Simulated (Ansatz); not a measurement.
# Geometry relaxation of CdS (part 2 of 2)

CdS (P6₃mc, 4 atoms in the cell); DFT, PBEsol, plane waves, PAW, no spin polarisation (Ansatz 0.2.0); cutoff 420 eV, 6×6×4 k-mesh, Fermi–Dirac smearing of 0.03 eV. The structure derives from a Materials Project entry.

Geometry of the input (Å; fractional positions):
```
4.1688  0.0000  0.0000
-2.0844  3.6103  0.0000
0.0000  0.0000  6.7796
Cd 0.6667  0.3333  0.5002
Cd 0.3333  0.6667  0.0002
S  0.6667  0.3333  0.8768
S  0.3333  0.6667  0.3768
```

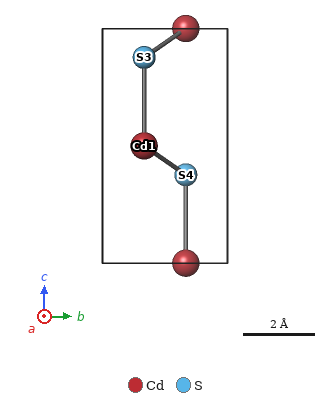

The geometry at step 2 of the log (ball-and-stick view of the cell of the calculation, along the a axis; atoms are numbered from 1 in the order of the input).

**Log, continued**
```
SCF iter   1: F=—  HF=-18140.450436 eV  |F-HF|=—  |Δ(HF+E_count)|=         —  Δρ=5.36e-5  dr2=4.78e-7  ethr=1.27e-7  ⟨swp⟩=3.0  Hψ=4533  notcnv=0
preconditioner: auto → Resta (q_TF=auto, 2.451 Å⁻¹)  ε∞=4.7  [insulator: Δε(μ)=1.092 eV  Ē_g=11.583 eV  σ=0.030 eV  W_gap=1.00  n_scr=22 (ndim 8)  ℏωp=22.4 eV  f_vac=0.115  D(μ)=0.00/eV (n_scr^D=0)  ε∞_Penn≈4.7]
SCF iter   2: F=—  HF=-18140.450401 eV  |F-HF|=—  |Δ(HF+E_count)|=   3.51e-5  Δρ=2.52e-5  dr2=1.39e-7  ethr=9.20e-10  ⟨swp⟩=2.0  Hψ=1064  notcnv=0
SCF iter   3: F=—  HF=-18140.450401 eV  |F-HF|=—  |Δ(HF+E_count)|=   6.47e-8  Δρ=6.44e-6  dr2=8.97e-9  ethr=2.67e-10  ⟨swp⟩=2.3  Hψ=1003  notcnv=0
SCF iter   4: F=—  HF=-18140.450401 eV  |F-HF|=—  |Δ(HF+E_count)|=   3.67e-9  Δρ=6.66e-7  dr2=4.13e-10  ethr=1.73e-11  ⟨swp⟩=2.6  Hψ=1247  notcnv=0
SCF iter   5: F=—  HF=-18140.450401 eV  |F-HF|=—  |Δ(HF+E_count)|=  3.53e-10  Δρ=1.49e-7  dr2=4.11e-11  ethr=1.00e-12  ⟨swp⟩=5.9  Hψ=2839  notcnv=0
SCF iter   6: F=-18140.450401 eV  HF=-18140.450401 eV  |F-HF|=3.64e-12  |Δ(HF+E_count)|=  3.27e-11  Δρ=5.36e-8  dr2=3.13e-12  ethr=1.00e-12  ⟨swp⟩=5.0  Hψ=2604  notcnv=0
SCF 4 converged in 6 iterations: F = -18140.450401 eV  dr2 = 3.13e-12
relax step   4: F+E_penalty+E_count = -18140.45040119 eV  Δ(F+E_penalty+E_count) = +4.745e-4 eV  max|allowed force component| = 2.583e-4 eV/Å  Δτ_max = 0.0000 Å  P = -0.006 GPa  Ω = 98.838 Å³  stress off target by 8.05e-3 GPa  SCF on the basis re-selected at this cell (its energy is not comparable with the rows above)  (6 SCF iters)
basis re-selected at this cell: Δ(F+E_penalty+E_count) = +4.745e-4 eV, ΔP = +0.002 GPa vs the last step (what re-selecting the basis moved, of the pressure what is left beyond the Pulay correction that the steps carried, after the strain that the cell walked since its last selection, with what the two solves' SCF thresholds leave and, on support functions, any second-order correction that the steps lacked; it is no measure of the basis error at this ecutwfc). The dense FFT grid was sized anew with the basis: this SCF ran on 30×30×45 points, the steps before it on 30×30×48, so part of this shift can come from that change (see relax.cell in the input reference). This SCF's stress stands 8.05e-3 GPa from its target on what of the cell is left free (relax.cell.stress_tol is 5.00e-2 GPa) and its largest allowed force component is 2.58e-4 eV/Å (relax.f_tol is 1.00e-2 eV/Å): within both
SCF converged after 6 iterations
Free energy (F): -18140.450401 eV
Harris-Foulkes:  -18140.450401 eV  (|F-HF|=3.64e-12)
Internal energy: -18140.450401 eV  (E = F + TS)
E sigma→0 (E₀):  -18140.450401 eV
Fermi energy:    7.417696 eV
--- Per-component energies (eV) ---
  E_band       = -1015.499676
  E_kinetic    = 1222.742840
  E_local      = -8024.021019  (includes V_loc(G=0)·N_el)
  E_nonlocal   = 130.865593
  E_hartree    = 3680.292752
  E_xc         = -542.559626
  E_vxc        = -616.028901  (∫ρ·V_xc dr)
  E_paw        = -9196.468028  (= ΣΔE_a)
  E_vpaw       = -1089.643880  (= ΣTr[D̂ρ^β])
  E_aug_tail   = 0.000029  (compensation charges beyond the density's cutoff)
  E_ewald      = -5412.110761
  E_core_change = 0.807818  (= ΣΔE_core)
  E_smearing   = -0.000000  (= −TS)
  E_closure    = 0.000000  (closes the sum)
  Σ components = -18140.450401   (vs F -18140.450401, Δ=0.00e0)
--- Forces (eV/Å), atoms counted from 1 ---
  atom   1  Cd     0.00000000     0.00000000     0.00025829
  atom   2  Cd     0.00000000    -0.00000000     0.00025829
  atom   3  S     -0.00000000     0.00000000    -0.00025822
  atom   4  S      0.00000000    -0.00000000    -0.00025822
  max |Σ_I F_I| component: 1.28e-7 eV/Å
--- Stress (GPa, compression-positive) ---
       -0.008049       0.000000       0.000000
        0.000000      -0.008049      -0.000000
        0.000000       0.000000      -0.001529
  P = ⅓ Tr σ = -0.0059 GPa (-0.059 kbar)
--- Band table (eV; the first three rows and the last of 21) ---
  k-point 0: bands = ["-94.3401", "-94.3401", "-55.4429", "-55.4428", "-55.4428", "-55.4426", "-55.4426", "-55.4422", "-5.5473", "-5.0959", "-0.8596", "-0.8527", "-0.8527", "-0.7663", "-0.7663", "-0.4221", "-0.4221", "-0.3264", "-0.3264", "0.0213", "2.3800", "6.0810", "6.0810", "6.8119", "6.8591", "6.8591", "7.9515", "9.5344", "13.2165", "13.2165", "13.5145", "14.3255"]
  k-point 1: bands = ["-94.3401", "-94.3401", "-55.4428", "-55.4427", "-55.4427", "-55.4427", "-55.4427", "-55.4423", "-5.4799", "-5.1596", "-0.8436", "-0.8436", "-0.8150", "-0.7826", "-0.7826", "-0.4050", "-0.4050", "-0.3373", "-0.3373", "-0.2657", "3.0187", "5.7820", "6.1882", "6.1882", "6.7377", "6.7377", "8.8663", "9.6121", "13.0205", "13.2850", "13.2850", "13.8199"]
  k-point 2: bands = ["-94.3401", "-94.3401", "-55.4427", "-55.4427", "-55.4427", "-55.4427", "-55.4426", "-55.4426", "-5.3179", "-5.3179", "-0.8166", "-0.8166", "-0.8166", "-0.8166", "-0.6348", "-0.6348", "-0.3681", "-0.3681", "-0.3681", "-0.3681", "4.3351", "4.3351", "6.4559", "6.4559", "6.4559", "6.4559", "9.6127", "9.6127", "12.9020", "12.9020", "13.5642", "13.5642"]
  k-point 20: bands = ["-94.3400", "-94.3400", "-55.4431", "-55.4431", "-55.4430", "-55.4430", "-55.4425", "-55.4425", "-4.9913", "-4.9913", "-0.6651", "-0.6651", "-0.6469", "-0.6469", "-0.4173", "-0.4173", "-0.4066", "-0.4066", "0.1830", "0.1830", "2.7452", "2.7452", "4.3512", "4.3512", "5.7093", "5.7093", "11.1634", "11.1634", "12.8188", "12.8188", "13.2487", "13.2487"]
--- Relaxed structure (3 steps of the walk, 3 accepted, 1 SCFs on fresh bases) ---
  F+E_penalty+E_count = -18140.45040119 eV   max|allowed force component| = 2.583e-4 eV/Å   (the final SCF, on the basis selected at the relaxed cell)
  cell:  # Å, volume = 98.8385 Å³
    - [4.124758333758315, 2.8562434535730137e-11, -2.7420103072191896e-18]
    - [-2.0623791669038933, 3.5721455014919923, 1.629552519313371e-18]
    - [-4.4592234991201106e-18, 4.855116355741747e-19, 6.708083960899945]
  atoms:
    - { symbol: Cd, position: [0.6666666666666666, 0.3333333333333333, 0.5001845500579203] }
    - { symbol: Cd, position: [0.33333333333333326, 0.6666666666666666, 0.0001845500579203527] }
    - { symbol: S, position: [0.6666666666666666, 0.3333333333333333, 0.8768154499420797] }
    - { symbol: S, position: [0.33333333333333326, 0.6666666666666666, 0.3768154499420796] }
```

**File rho_z.tsv**
```
# z_ang	rho[e/angstrom^3]
# format = ansatz-planar-average/11
# lattice	4.124758334	0.000000000	-0.000000000
# lattice	-2.062379167	3.572145501	0.000000000
# lattice	-0.000000000	0.000000000	6.708083961
# sites	4
# site	48	2.062379167	1.190715167	3.355279958
# site	48	-0.000000000	2.381430334	0.001237977
# site	16	2.062379167	1.190715167	5.881751656
# site	16	-0.000000000	2.381430334	2.527709676
0.000000	1.527376e0
0.149069	1.369804e0
0.298137	1.042326e0
0.447206	6.765966e-1
0.596274	3.845401e-1
0.745343	2.067676e-1
0.894411	1.211472e-1
1.043480	8.677079e-2
1.192548	7.727044e-2
1.341617	8.258865e-2
1.490685	9.985865e-2
1.639754	1.289722e-1
1.788822	1.688441e-1
1.937891	2.140763e-1
2.086959	2.561977e-1
2.236028	2.915389e-1
2.385097	3.291915e-1
2.534165	3.931099e-1
2.683234	5.191527e-1
2.832302	7.372836e-1
2.981371	1.036450e0
3.130439	1.338577e0
3.279508	1.517991e0
3.428576	1.476373e0
3.577645	1.219611e0
3.726713	8.558802e-1
3.875782	5.169771e-1
4.024850	2.817324e-1
4.173919	1.551045e-1
4.322987	9.969288e-2
4.472056	7.979712e-2
4.621125	7.835419e-2
4.770193	8.976497e-2
4.919262	1.129286e-1
5.068330	1.477817e-1
5.217399	1.913116e-1
5.366467	2.359889e-1
5.515536	2.744948e-1
5.664604	3.089265e-1
5.813673	3.558057e-1
5.962741	4.459911e-1
6.111810	6.159921e-1
6.260878	8.799766e-1
6.409947	1.194540e0
6.559015	1.451529e0
```

**File v_z.tsv**
```
# z_ang	v_es[eV]	v_tot[eV]
# format = ansatz-planar-average/11
# xc	pbesol
# density_cutoff_ev	1680
# datasets	Cd=:simpson_from_first_knot:soft:shift=-1031266	S=:simpson_from_first_knot:soft:shift=-322627
# lattice	4.124758334	0.000000000	-0.000000000
# lattice	-2.062379167	3.572145501	0.000000000
# lattice	-0.000000000	0.000000000	6.708083961
# sites	4
# site	48	2.062379167	1.190715167	3.355279958
# site	48	-0.000000000	2.381430334	0.001237977
# site	16	2.062379167	1.190715167	5.881751656
# site	16	-0.000000000	2.381430334	2.527709676
0.000000	2.471077e0	-9.361097e0
0.149069	3.406162e0	-7.842828e0
0.298137	4.350753e0	-6.107185e0
0.447206	5.380368e0	-4.154781e0
0.596274	6.514854e0	-2.037318e0
0.745343	7.773995e0	1.806409e-1
0.894411	9.050784e0	2.256610e0
1.043480	1.008195e1	3.679666e0
1.192548	1.067411e1	4.230202e0
1.341617	1.090717e1	4.411426e0
1.490685	1.080588e1	4.125569e0
1.639754	1.028211e1	3.131981e0
1.788822	9.150457e0	1.367143e0
1.937891	7.481884e0	-9.720484e-1
2.086959	5.747772e0	-3.391116e0
2.236028	4.323172e0	-5.555285e0
2.385097	3.069139e0	-7.557486e0
2.534165	1.820971e0	-9.458794e0
2.683234	7.641912e-1	-1.099739e1
2.832302	1.553801e-1	-1.189120e1
2.981371	2.112474e-1	-1.197959e1
3.130439	9.298863e-1	-1.128456e1
3.279508	1.963660e0	-1.006454e1
3.428576	2.947488e0	-8.622341e0
3.577645	3.868976e0	-7.006956e0
3.726713	4.854762e0	-5.152291e0
3.875782	5.931468e0	-3.116734e0
4.024850	7.131861e0	-9.294364e-1
4.173919	8.423304e0	1.260082e0
4.322987	9.616423e0	3.087786e0
4.472056	1.043104e1	4.033160e0
4.621125	1.083016e1	4.353624e0
4.770193	1.090146e1	4.350940e0
4.919262	1.060780e1	3.721377e0
5.068330	9.799690e0	2.345334e0
5.217399	8.359230e0	2.395412e-1
5.366467	6.589437e0	-2.201024e0
5.515536	4.994422e0	-4.508395e0
5.664604	3.694418e0	-6.562919e0
5.813673	2.437728e0	-8.533609e0
5.962741	1.252206e0	-1.029273e1
6.111810	3.882032e-1	-1.153889e1
6.260878	9.216730e-2	-1.203953e1
6.409947	5.026516e-1	-1.171938e1
6.559015	1.436459e0	-1.071747e1
```

**Trajectory as extended XYZ (Å, eV, eV/Å), 4 frames, from step=1 to step=4**
```
4
Lattice="4.1688 0.0000 0.0000 -2.0844 3.6103 0.0000 0.0000 0.0000 6.7796" Properties=species:S:1:pos:R:3:forces:R:3 step=1 energy=-18140.43164 pressure_GPa=-1.82
Cd    2.0844    1.2034    3.3913    0.0000   0.0000  -0.0041
Cd    0.0000    2.4069    0.0015    0.0000   0.0000  -0.0041
S     2.0844    1.2034    5.9442    0.0000   0.0000   0.0041
S     0.0000    2.4069    2.5544    0.0000   0.0000   0.0041
4
Lattice="4.1226 0.0000 0.0000 -2.0613 3.5703 0.0000 0.0000 0.0000 6.7012" Properties=species:S:1:pos:R:3:forces:R:3 step=2 energy=-18140.45083 pressure_GPa=0.12
Cd    2.0613    1.1901    3.3516    0.0000   0.0000  -0.0009
Cd    0.0000    2.3802    0.0010    0.0000   0.0000  -0.0009
S     2.0613    1.1901    5.8760    0.0000   0.0000   0.0009
S     0.0000    2.3802    2.5254    0.0000   0.0000   0.0009
4
Lattice="4.1248 0.0000 0.0000 -2.0624 3.5721 0.0000 0.0000 0.0000 6.7081" Properties=species:S:1:pos:R:3:forces:R:3 step=3 energy=-18140.45088 pressure_GPa=-0.01
Cd    2.0624    1.1907    3.3553    0.0000   0.0000   0.0002
Cd    0.0000    2.3814    0.0012    0.0000   0.0000   0.0002
S     2.0624    1.1907    5.8818    0.0000   0.0000  -0.0003
S     0.0000    2.3814    2.5277    0.0000   0.0000  -0.0003
4
Lattice="4.1248 0.0000 0.0000 -2.0624 3.5721 0.0000 0.0000 0.0000 6.7081" Properties=species:S:1:pos:R:3:forces:R:3 step=4 energy=-18140.45040 pressure_GPa=-0.01
Cd    2.0624    1.1907    3.3553    0.0000   0.0000   0.0003
Cd    0.0000    2.3814    0.0012    0.0000   0.0000   0.0003
S     2.0624    1.1907    5.8818    0.0000   0.0000  -0.0003
S     0.0000    2.3814    2.5277    0.0000   0.0000  -0.0003
```

**Summary**

| quantity | value |
| --- | --- |
| outcome | converged |
| space group (tolerance 0.01 Å) | P6₃mc (186) |
| electrons treated | 52 |
| free energy | −18140.4504 eV |
| Fermi energy | 7.418 eV |
| band gap | 1.09 eV |
| pressure | −0.01 GPa |
| final volume | 98.84 Å³ |
| largest force (length of the vector) at the end | under 0.001 eV/Å |
| final cell | a = 4.125 Å, b = 4.125 Å, c = 6.708 Å, α = 90.00°, β = 90.00°, γ = 120.00° |
| hardware | 2 threads of Arm Neoverse V2, 24 GiB of memory available, shared host |
| wall time | 9.3 s (CPU time 18 s) |
| peak memory | 0.35 GiB |
